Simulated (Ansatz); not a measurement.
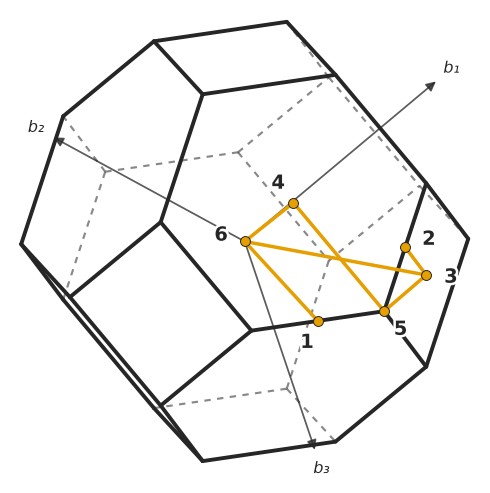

The first Brillouin zone of a face-centred cubic lattice (cF; extended symbol cF2) is drawn with its special points numbered. Crystal: Ir, the end point of a relaxation with DFT r2SCAN, scalar-relativistic, plane waves, PAW (Ansatz); the starting structure was generated, so it need not be a known form of this composition. All values are computed from the atomic coordinates in the standard setting (tolerance 0.002 Å).

a = 3.844 Å, b = 3.844 Å, c = 3.844 Å, α = 90.00°, β = 90.00°, γ = 90.00°.

Labels and path follow the convention of Hinuma et al. (2017), as computed by seekpath; the arrows show the directions of the reciprocal primitive vectors b₁, b₂, b₃, in which coordinates are given.

**Give the label and coordinates of each numbered point.**

```
no.  label      coordinates
  1      K  (3/8, 3/8, 3/4)
  2      U  (5/8, 1/4, 5/8)
  3      X    (1/2, 0, 1/2)
  4      L  (1/2, 1/2, 1/2)
  5      W  (1/2, 1/4, 3/4)
  6      Γ        (0, 0, 0)
```
